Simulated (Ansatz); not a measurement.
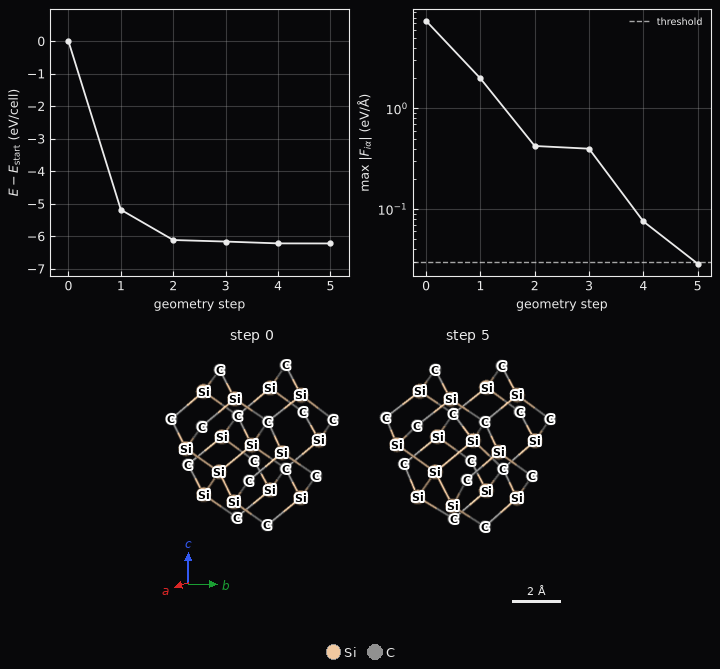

First and last geometry of a relaxation of a defect cell of composition Si33C31 (cell charge −2), with the history of the run. Style: ball-and-stick. Shown: the atoms within 4.2 Å of the atom that moves most (axes of the cell of the calculation (origin shifted)), slightly off an axis.

These are results of DFT, PBEsol, PAW, plane waves (Ansatz), not measurements. (plane-wave cutoff 420 eV; k-point mesh 1 × 1 × 1; mesh shifted by (0.25, 0.25, 0.25); collinear spin; atoms relaxed in a fixed cell; force threshold 0.03 eV/Å; at most 80 steps)

**What do the curves and the structures tell?**

It converged. The energy falls by 6.222 eV per cell of the calculation in 5 geometry steps. The largest force component goes from 7.4 to 0.029 eV/Å. The largest moves, 0.32 Å, are those of Si atoms. By element the largest moves are Si 0.32 Å, C 0.11 Å. The cell doesn't change. Near-neighbour distances that change, for instance: Si–Si 3.041 → 3.550 Å, Si–Si 3.087 → 3.536 Å, Si–Si 1.844 → 2.170 Å, Si–Si 1.876 → 2.170 Å. Bond angles that change, for instance: Si–C–Si 111.2° → 101.1°, Si–Si–C 111.9° → 102.0°, Si–C–Si 109.8° → 100.8°. The program noted that the starting moments weren't kept.

Limits of the set-up: the cell is charged, on a uniform background, and energies carry no finite-size correction.
